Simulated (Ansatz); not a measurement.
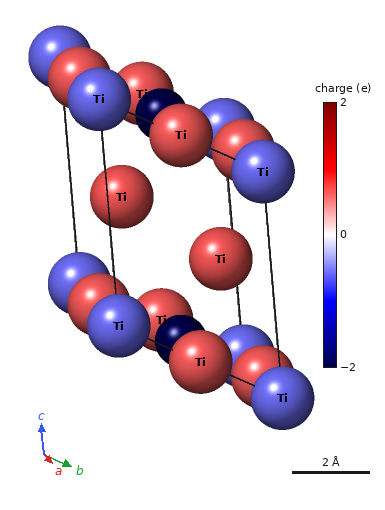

A spheres-only rendering, viewed slightly off an axis. The frame is the cell (the run's own, in a reduced setting); atoms at its boundary are shown with their periodic copies. The atoms of this Ti$_{5}$Si cell are coloured by their Bader charge.

Method: Ansatz, DFT PBE, scalar-relativistic, plane waves, PAW; a 420 eV plane-wave basis, k-points about 0.15 Å⁻¹ apart, Gaussian smearing of 0.1 eV, no spin polarisation.

Q: Summarise the charge transfer.

A: Most positive: Ti; most negative: Si. Charges: about Ti -0.5 to +0.6 e; Si -2.0 e.

The model was built from a random cell made by a generator, so it need not be a real form of the compound. Earlier steps of the study may have refined or changed the cell and positions. It was the input of a calculation with Ansatz.
